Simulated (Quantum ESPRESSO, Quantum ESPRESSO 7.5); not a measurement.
**Work-function anisotropy of Nb**

Aim: the work function of the low-index faces of Nb, their order, and how far the functional matters.

Calculated with Quantum ESPRESSO 7.5; plane-wave DFT, PBE, PseudoDojo norm-conserving pseudopotentials (geometry by pw.x at PBE, GBRV ultrasoft).

Experimental background.

For Nb (clean single-crystal faces), “Anisotropic work function of elemental crystals” (2019, arxiv:1902.07811) quotes earlier work: work function of (110) (clean (110) face) 4.63 eV; work function of (100) (clean (100) face) 3.97 eV; work function of (111) (clean (111) face) 4.08 eV.

Most raw output is cut from this account.

## Step 1: Starting point

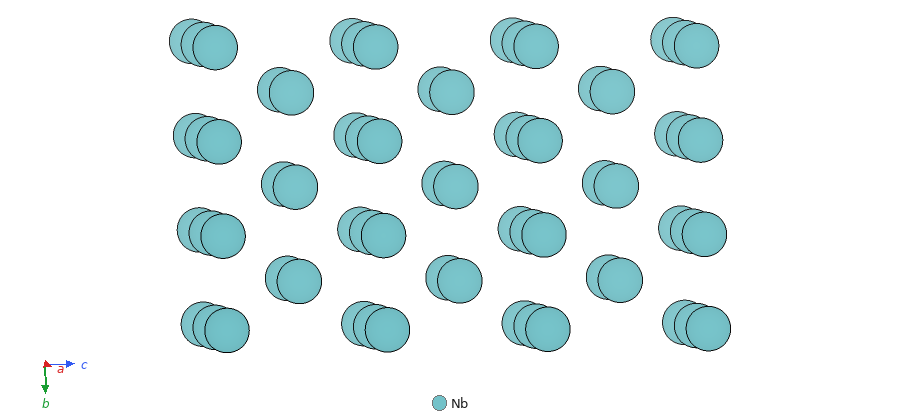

The cell as given, from the side, with the c axis across the page (niobium teal). 2×3×1 cells are drawn. Some periodic images of atoms are drawn too.

The cell holds 7 atoms: 7 Nb. Its edges and angles: a = 2.858 Å, b = 2.858 Å, c = 30.001 Å, α = 90.0°, β = 90.0°, γ = 70.5°. It derives from Nb. Vacuum lies along c.

## Step 2: Relaxation with pw.x of (110), PBE

BFGS moves the free atoms until their forces fall under forc_conv_thr; those flagged 0 0 0 are held.

Contents of 110.relax.in:

```
&control
  prefix = '110.relax'
  outdir = './out'
  pseudo_dir = './pseudo'
  nstep = 40
  forc_conv_thr = 0.001
  calculation = 'relax'
/
&system
  ibrav = 0
  nat = 7
  ntyp = 1
  ecutwfc = 40
  ecutrho = 200
  occupations = 'smearing'
  smearing = 'mv'
  degauss = 0.02
/
&electrons
  conv_thr = 1e-07
  mixing_beta = 0.4
  electron_maxstep = 120
  mixing_mode = 'local-TF'
/
&ions
/
ATOMIC_SPECIES
  Nb  92.9064  nb_pbe_v1.uspp.F.UPF
CELL_PARAMETERS angstrom
  2.33345237791561 -1.65000000000000 0.00000000000000
  2.33345237791561 1.65000000000000 0.00000000000000
  0.00000000000000 0.00000000000000 30.00071426749364
ATOMIC_POSITIONS crystal
  Nb  0.000000000000 0.000000000000 0.266660317773
  Nb  0.500000000000 0.500000000000 0.344440211849
  Nb  0.000000000000 0.000000000000 0.422220105924 0 0 0
  Nb  0.500000000000 0.500000000000 0.500000000000 0 0 0
  Nb  0.000000000000 0.000000000000 0.577779894076 0 0 0
  Nb  0.500000000000 0.500000000000 0.655559788151
  Nb  0.000000000000 0.000000000000 0.733339682227
K_POINTS automatic
  12 12 1 0 0 0
```

Run with:

```
$ OMP_NUM_THREADS=1 mpirun -n 4 pw.x -nk 4 -in 110.relax.in > 110.relax.out
```

Run time: 13 min. Hardware: 4 MPI ranks of Arm Neoverse V2, shared host; peak memory 0.83 GiB.

Step by step:

```tsv
step	energy less that of the first step (eV)	largest force (eV/Å)
1	0.0000	0.3824
2	-0.0099	0.3115
3	-0.0190	0.2399
4	-0.0282	0.1457
5	-0.0315	0.0534
6	-0.0317	0.0419
7	-0.0319	0.0395
8	-0.0322	0.0395
9	-0.0326	0.0356
10	-0.0330	0.0264
11	-0.0333	0.0077
```

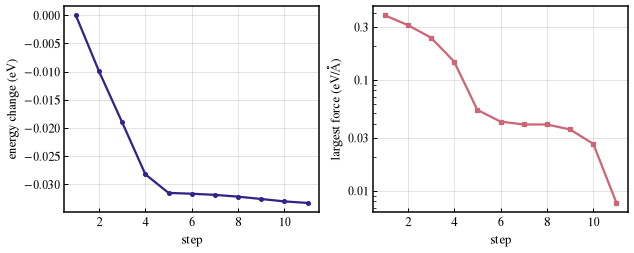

Energy and largest force along the relaxation.

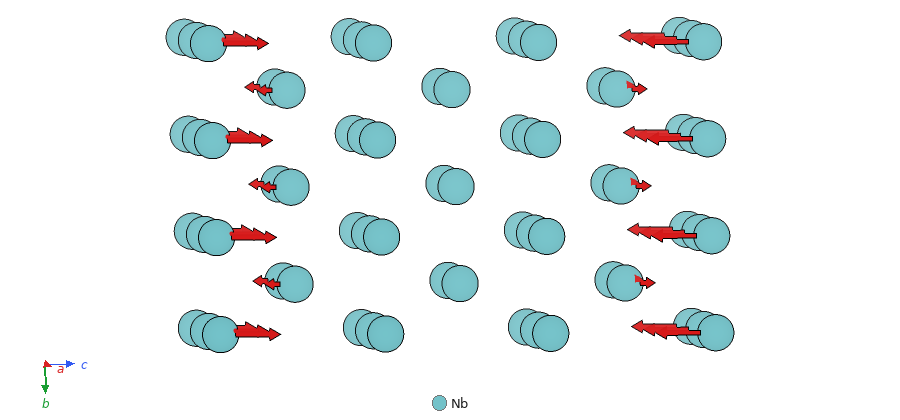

Displacements in the relaxation, exaggerated; the longest in the cell stands for 0.06 Å. 2×3×1 cells are drawn. Some periodic images of atoms are drawn too.

The atoms that moved most (Å):

```tsv
atom	dx	dy	dz	length
Nb7	0.000	0.000	-0.065	0.065
Nb1	0.000	0.000	0.065	0.065
Nb6	0.000	0.000	0.023	0.023
Nb2	0.000	0.000	-0.023	0.023
```

The relaxation lowers the energy by 5 meV an atom. On the free atoms the largest force ends at 0.008 eV/Å.

This step gave:

- free energy: -11229.8902 eV
- Fermi energy: 7.877 eV

## Step 3: Self-consistent run of (110), PBE

Both faces of the slab are alike, so a plain periodic cell serves and symmetry is kept.

Level of this step: plane-wave DFT, PBE, PseudoDojo norm-conserving pseudopotentials (Quantum ESPRESSO 7.5).

Contents of 110.pbe.in:

```
&control
  prefix = '110.pbe'
  outdir = './out'
  pseudo_dir = './pseudo'
  calculation = 'scf'
  tprnfor = .true.
/
&system
  ibrav = 0
  nat = 7
  ntyp = 1
  ecutwfc = 74
  ecutrho = 296
  occupations = 'smearing'
  smearing = 'mv'
  degauss = 0.02
/
&electrons
  conv_thr = 1e-07
  mixing_beta = 0.4
  electron_maxstep = 120
  mixing_mode = 'local-TF'
/
ATOMIC_SPECIES
  Nb  92.9064  Nb.dojo-sr-pbe-0.4.1-standard.upf
CELL_PARAMETERS angstrom
  2.33345237791561 -1.65000000000000 0.00000000000000
  2.33345237791561 1.65000000000000 0.00000000000000
  0.00000000000000 0.00000000000000 30.00071426749364
ATOMIC_POSITIONS crystal
  Nb  0.000000000000 0.000000000000 0.268821304200
  Nb  0.500000000000 0.500000000000 0.343689580500
  Nb  0.000000000000 0.000000000000 0.422220105900
  Nb  0.500000000000 0.500000000000 0.500000000000
  Nb  0.000000000000 0.000000000000 0.577779894100
  Nb  0.500000000000 0.500000000000 0.656310419500
  Nb  0.000000000000 0.000000000000 0.731178695800
K_POINTS automatic
  12 12 1 0 0 0
```

Run with:

```
$ OMP_NUM_THREADS=1 mpirun -n 4 pw.x -nk 4 -in 110.pbe.in > 110.pbe.out
```

It took 4.1 min on 4 MPI ranks; peak memory 1.4 GiB.

Read from the output:

- free energy: -11862.1444 eV
- Fermi energy: 7.900 eV

## Step 4: Electrostatic potential of (110)

The vacuum level is read from the electrostatic potential (plot_num = 11), averaged over planes.

Contents of 110.pbe.pot.in:

```
&inputpp
  prefix = '110.pbe'
  outdir = './out'
  filplot = '110.pbe.pot.dat'
  plot_num = 11
/
```

Run with:

```
$ OMP_NUM_THREADS=1 mpirun -n 4 pp.x -in 110.pbe.pot.in > 110.pbe.pot.out
```

It took 0.73 s on 4 MPI ranks; peak memory 0.09 GiB.

This step gave:

| Quantity | Value |
| --- | --- |
| work function of the upper face | 4.533 eV |
| slope of the potential above | 0.001024 eV/Å |
| upper vacuum line continued to the top atoms, over the Fermi level | 4.527 eV |
| work function of the lower face | 4.533 eV |
| slope of the potential below | -6.53e-4 eV/Å |
| lower vacuum line continued to the bottom atoms, over the Fermi level | 4.529 eV |

The potential energy, planar mean oscillates, so the rows of the table below give means over windows of 2.34 Å about each position, cut where the curve ends. Its maxima inside the range that stand out by 2 % of the span (Å: eV): 9.2: -1.83, 11.5: -1.03, 13.9: -1.21, 16.1: -1.21, 18.5: -1.03, 20.8: -1.83. Its minima: 8.1: -35.7, 10.3: -35.5, 12.7: -35.4, 15.0: -35.4, 17.3: -35.4, 19.7: -35.5, 21.9: -35.7.

Electrostatic potential energy of an electron; zero at the Fermi level. Table of potential energy, planar mean by z; means over each step:

```tsv
z (Å)	potential energy, planar mean (eV)
1.17	4.53
3.51	4.53
5.85	3.45
8.19	-14.8
10.53	-14.5
12.87	-14.5
15.21	-14.5
17.55	-14.4
19.89	-14.7
22.23	-14.2
24.57	4.10
26.91	4.53
29.25	4.53
```

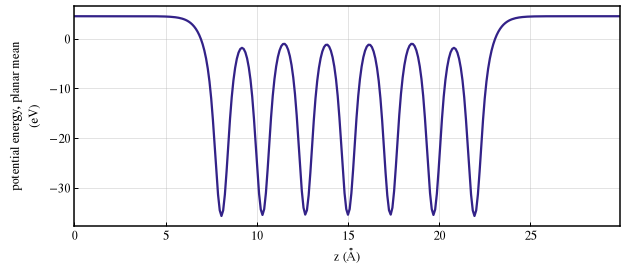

Potential energy, planar mean, plotted against z.

## Step 5: Self-consistent run of (110), PBEsol

The same atoms under a second functional.

Level of this step: plane-wave DFT, PBEsol, PseudoDojo norm-conserving pseudopotentials (Quantum ESPRESSO 7.5).

110.pbesol.in, as its differences from the input of step 3:

```diff
@@ -1,3 +1,3 @@
 &control
-  prefix = '110.pbe'
+  prefix = '110.pbesol'
   outdir = './out'
@@ -24,3 +24,3 @@
 ATOMIC_SPECIES
-  Nb  92.9064  Nb.dojo-sr-pbe-0.4.1-standard.upf
+  Nb  92.9064  Nb.dojo-sr-pbesol-0.4.1-standard.upf
 CELL_PARAMETERS angstrom
```

Run with:

```
$ OMP_NUM_THREADS=1 mpirun -n 4 pw.x -nk 4 -in 110.pbesol.in > 110.pbesol.out
```

Elapsed: 4 min, on 4 MPI ranks; peak memory 1.4 GiB; 16 min of CPU time.

Numbers from this step:

* free energy: -11855.3777 eV
* Fermi energy: 7.779 eV

## Step 6: Electrostatic potential of (110)

Contents of 110.pbesol.pot.in:

```
&inputpp
  prefix = '110.pbesol'
  outdir = './out'
  filplot = '110.pbesol.pot.dat'
  plot_num = 11
/
```

Run with:

```
$ OMP_NUM_THREADS=1 mpirun -n 4 pp.x -in 110.pbesol.pot.in > 110.pbesol.pot.out
```

Elapsed: 0.73 s, on 4 MPI ranks; peak memory 0.11 GiB; 2.6 s of CPU time.

Read from the output:

| Property | Result |
| --- | --- |
| work function of the upper face | 4.627 eV |
| slope of the potential above | 8.97e-4 eV/Å |
| upper vacuum line continued to the top atoms, over the Fermi level | 4.622 eV |
| work function of the lower face | 4.627 eV |
| slope of the potential below | -5.70e-4 eV/Å |
| lower vacuum line continued to the bottom atoms, over the Fermi level | 4.624 eV |

On (110) the work function under PBEsol lies +0.09 eV from PBE's.

## Step 7: Relaxation with pw.x of (100), PBE

Level of this step: plane-wave DFT, PBE, GBRV ultrasoft pseudopotentials (Quantum ESPRESSO 7.5).

System of this step: Nb(100), 5 layers. The cell holds 5 atoms: 5 Nb. Cell: a = 3.300 Å, b = 3.300 Å, c = 22.600 Å, α = 90.0°, β = 90.0°, γ = 90.0°. It derives from Nb. Vacuum lies along c.

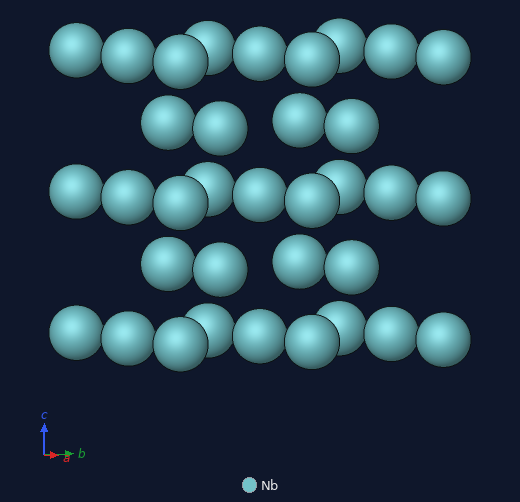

The cell of this step (niobium teal). 2×2×1 cells are drawn. Some periodic images of atoms are drawn too.

Contents of 100.relax.in:

```
&control
  prefix = '100.relax'
  outdir = './out'
  pseudo_dir = './pseudo'
  nstep = 40
  forc_conv_thr = 0.001
  calculation = 'relax'
/
&system
  ibrav = 0
  nat = 5
  ntyp = 1
  ecutwfc = 40
  ecutrho = 200
  occupations = 'smearing'
  smearing = 'mv'
  degauss = 0.02
/
&electrons
  conv_thr = 1e-07
  mixing_beta = 0.4
  electron_maxstep = 120
  mixing_mode = 'local-TF'
/
&ions
/
ATOMIC_SPECIES
  Nb  92.9064  nb_pbe_v1.uspp.F.UPF
CELL_PARAMETERS angstrom
  3.30000000000000 0.00000000000000 0.00000000000000
  0.00000000000000 3.30000000000000 0.00000000000000
  0.00000000000000 0.00000000000000 22.60000000000000
ATOMIC_POSITIONS crystal
  Nb  0.000000000000 0.000000000000 0.353982300885
  Nb  0.500000000000 0.500000000000 0.426991150442
  Nb  0.000000000000 0.000000000000 0.500000000000 0 0 0
  Nb  0.500000000000 0.500000000000 0.573008849558
  Nb  0.000000000000 0.000000000000 0.646017699115
K_POINTS automatic
  8 8 1 0 0 0
```

Run with:

```
$ OMP_NUM_THREADS=1 mpirun -n 4 pw.x -nk 4 -in 100.relax.in > 100.relax.out
```

It took 4.4 min on 4 MPI ranks; peak memory 0.66 GiB; 18 min of CPU time.

Relaxation path:

```tsv
step	energy less that of the first step (eV)	largest force (eV/Å)
1	0.0000	1.2248
2	-0.1078	1.0287
3	-0.1941	0.8157
4	-0.2621	0.4240
5	-0.2746	0.3188
6	-0.2796	0.3047
7	-0.2856	0.2602
8	-0.2929	0.1744
9	-0.2984	0.0373
10	-0.2987	0.0014
```

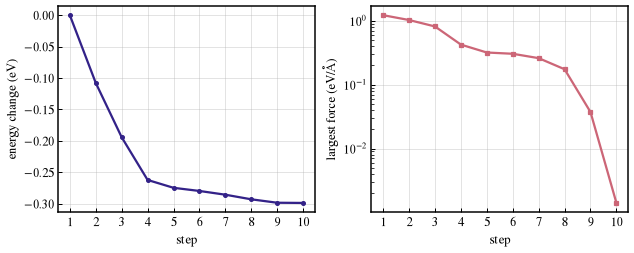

Energy and largest force along the relaxation.

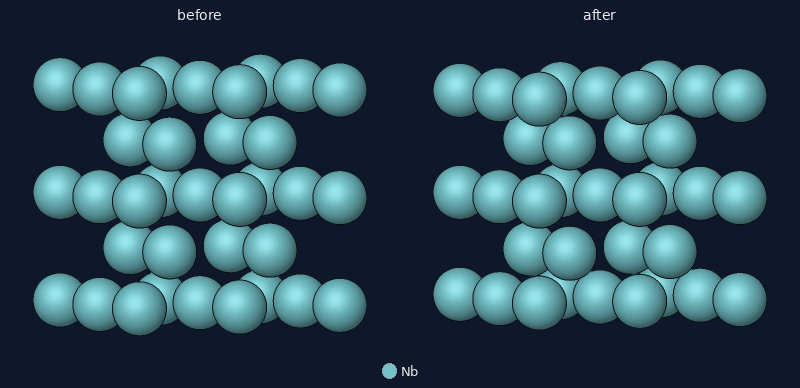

The structure before and after the relaxation, drawn at the same scale.

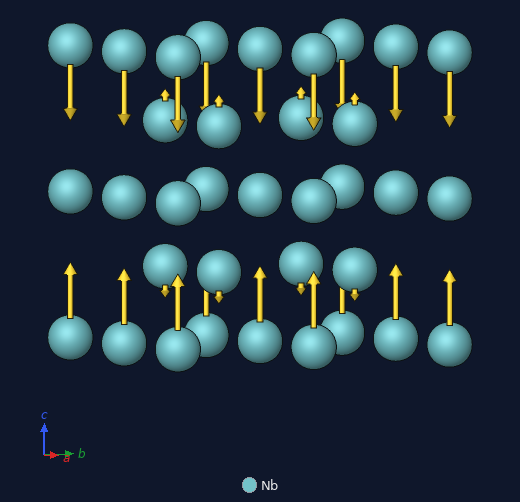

Displacements in the relaxation, exaggerated; the longest in the cell stands for 0.18 Å. 2×2×1 cells are drawn. Some periodic images of atoms are drawn too.

The atoms that moved most (Å):

```tsv
atom	dx	dy	dz	length
Nb5	0.000	0.000	-0.176	0.176
Nb1	0.000	0.000	0.176	0.176
Nb4	0.000	0.000	0.041	0.041
Nb2	0.000	0.000	-0.041	0.041
```

Final coordinates:

```xyz
5
Lattice="3.3000 0.0000 0.0000 0.0000 3.3000 0.0000 0.0000 0.0000 22.6000" Properties=species:S:1:pos:R:3
Nb    0.0000    0.0000    8.1758
Nb    1.6500    1.6500    9.6086
Nb    0.0000    0.0000   11.3000
Nb    1.6500    1.6500   12.9914
Nb    0.0000    0.0000   14.4242
```

The relaxation lowers the energy by 60 meV an atom. On the free atoms the largest force ends at 0.001 eV/Å.

Numbers from this step:

```
free energy  : -8019.6091 eV
Fermi energy : 4.445 eV
```

## Step 8: SCF with pw.x of (100), PBE

Level of this step: plane-wave DFT, PBE, PseudoDojo norm-conserving pseudopotentials (Quantum ESPRESSO 7.5).

Contents of 100.pbe.in:

```
&control
  prefix = '100.pbe'
  outdir = './out'
  pseudo_dir = './pseudo'
  calculation = 'scf'
  tprnfor = .true.
/
&system
  ibrav = 0
  nat = 5
  ntyp = 1
  ecutwfc = 74
  ecutrho = 296
  occupations = 'smearing'
  smearing = 'mv'
  degauss = 0.02
/
&electrons
  conv_thr = 1e-07
  mixing_beta = 0.4
  electron_maxstep = 120
  mixing_mode = 'local-TF'
/
ATOMIC_SPECIES
  Nb  92.9064  Nb.dojo-sr-pbe-0.4.1-standard.upf
CELL_PARAMETERS angstrom
  3.30000000000000 0.00000000000000 0.00000000000000
  0.00000000000000 3.30000000000000 0.00000000000000
  0.00000000000000 0.00000000000000 22.60000000000000
ATOMIC_POSITIONS crystal
  Nb  0.000000000000 0.000000000000 0.361760330300
  Nb  0.500000000000 0.500000000000 0.425159286500
  Nb  0.000000000000 0.000000000000 0.500000000000
  Nb  0.500000000000 0.500000000000 0.574840713500
  Nb  0.000000000000 0.000000000000 0.638239669700
K_POINTS automatic
  8 8 1 0 0 0
```

Run with:

```
$ OMP_NUM_THREADS=1 mpirun -n 4 pw.x -nk 4 -in 100.pbe.in > 100.pbe.out
```

Run time: 2.1 min. Hardware: 4 MPI ranks; peak memory 0.87 GiB; 8.6 min of CPU time.

Read from the output:

* free energy: -8471.2187 eV
* Fermi energy: 4.475 eV

## Step 9: Potential by pp.x of (100)

Contents of 100.pbe.pot.in:

```
&inputpp
  prefix = '100.pbe'
  outdir = './out'
  filplot = '100.pbe.pot.dat'
  plot_num = 11
/
```

Run with:

```
$ OMP_NUM_THREADS=1 mpirun -n 4 pp.x -in 100.pbe.pot.in > 100.pbe.pot.out
```

Elapsed: 0.73 s, on 4 MPI ranks; peak memory 0.12 GiB; 2.7 s of CPU time.

Read from the output:

- work function of the upper face: 3.590 eV
- slope of the potential above: 8.38e-4 eV/Å
- upper vacuum line continued to the top atoms, over the Fermi level: 3.585 eV
- work function of the lower face: 3.590 eV
- slope of the potential below: -6.64e-4 eV/Å
- lower vacuum line continued to the bottom atoms, over the Fermi level: 3.586 eV

The potential energy, planar mean oscillates, so the rows of the table below give means over windows of 1.51 Å about each position, cut where the curve ends. Its maxima inside the range that stand out by 2 % of the span (Å: eV): 8.9: -10.1, 10.5: -5.90, 12.1: -5.90, 13.7: -10.1. Its minima: 8.2: -25.0, 9.6: -24.5, 11.3: -24.6, 13.0: -24.5, 14.4: -25.0.

Electrostatic potential energy of an electron; zero at the Fermi level. Potential energy, planar mean against z; means over each step:

```tsv
z (Å)	potential energy, planar mean (eV)
0.76	3.59
2.27	3.59
3.78	3.59
5.29	3.48
6.80	0.831
8.31	-16.2
9.82	-15.2
11.33	-15.3
12.84	-15.4
14.35	-16.0
15.86	1.12
17.37	3.49
18.88	3.59
20.39	3.59
21.90	3.59
```

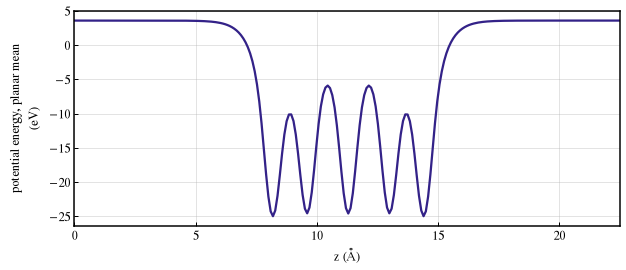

Potential energy, planar mean, plotted against z.

## Step 10: Ground state of (100), PBEsol

Level of this step: plane-wave DFT, PBEsol, PseudoDojo norm-conserving pseudopotentials (Quantum ESPRESSO 7.5).

100.pbesol.in, as its differences from the input of step 8:

```diff
@@ -1,3 +1,3 @@
 &control
-  prefix = '100.pbe'
+  prefix = '100.pbesol'
   outdir = './out'
@@ -24,3 +24,3 @@
 ATOMIC_SPECIES
-  Nb  92.9064  Nb.dojo-sr-pbe-0.4.1-standard.upf
+  Nb  92.9064  Nb.dojo-sr-pbesol-0.4.1-standard.upf
 CELL_PARAMETERS angstrom
```

Run with:

```
$ OMP_NUM_THREADS=1 mpirun -n 4 pw.x -nk 4 -in 100.pbesol.in > 100.pbesol.out
```

Wall time 99 s (4 MPI ranks); peak memory 0.87 GiB; 6.6 min of CPU time.

This step gave:

- free energy: -8466.2247 eV
- Fermi energy: 4.371 eV

## Step 11: Electrostatic potential of (100)

Contents of 100.pbesol.pot.in:

```
&inputpp
  prefix = '100.pbesol'
  outdir = './out'
  filplot = '100.pbesol.pot.dat'
  plot_num = 11
/
```

Run with:

```
$ OMP_NUM_THREADS=1 mpirun -n 4 pp.x -in 100.pbesol.pot.in > 100.pbesol.pot.out
```

Elapsed: 0.73 s, on 4 MPI ranks; peak memory 0.12 GiB.

This step gave:

```
work function of the upper face                                       : 3.676 eV
slope of the potential above                                          : 7.13e-4 eV/Å
upper vacuum line continued to the top atoms, over the Fermi level    : 3.673 eV
work function of the lower face                                       : 3.677 eV
slope of the potential below                                          : -5.64e-4 eV/Å
lower vacuum line continued to the bottom atoms, over the Fermi level : 3.673 eV
```

On (100) the work function under PBEsol lies +0.09 eV from PBE's.

[end of part 1 of 2]

[Logs are printed without paths, hosts, clocks, repeated set-up lines and the standing remarks that a program may print on its own settings, such as how far it seeks lower states.]

[Hosts, paths, dates, database ids (printed as entryN), source tags and the programs' standing remarks are cut or masked in the printed files.]

[Maps of the electrostatic potential energy from Ansatz leave out the sawtooth potential of an applied field or a dipole correction, so their vacuum need not be flat; planar profiles and work functions include it.]
